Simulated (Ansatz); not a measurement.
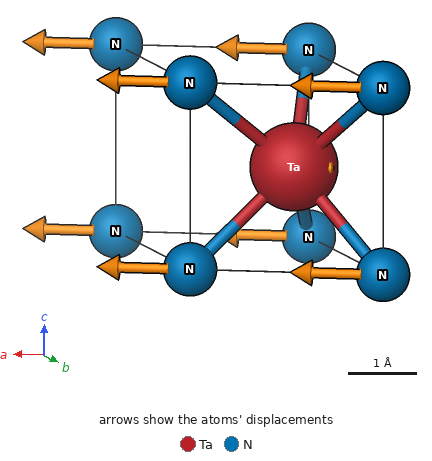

Lattice vibrations of solid TaN relaxed at 9 GPa, space group P-6m2 (No. 187), at the zone centre. The optical levels lie at 562 (×2), 597 cm⁻¹. One mode is drawn. The orange arrows give the relative displacements of the atoms. The picture is a ball-and-stick view of the cell of the calculation, seen from a free direction.

All numbers below come from DFT LDA, scalar-relativistic, plane waves, PAW (Ansatz 0.2.0). Settings: plane-wave cutoff 420 eV; k-point mesh 18 × 18 × 14; occupations fermi dirac; smearing width 0.15 eV; target pressure 9 GPa; no spin polarisation.

The frequencies depend somewhat on the k-mesh and the smearing.

To which level does it belong?

The level at 562 cm⁻¹. This is the E′ mode (doubly degenerate; one member of the set is drawn), the lowest optical level, infrared- and Raman-active by symmetry. The N sublattice moves against the Ta sublattice, along a; the kinetic energy is shared as N 93 %, Ta 7 %. The crystal is a metal, so free carriers screen the infrared response.
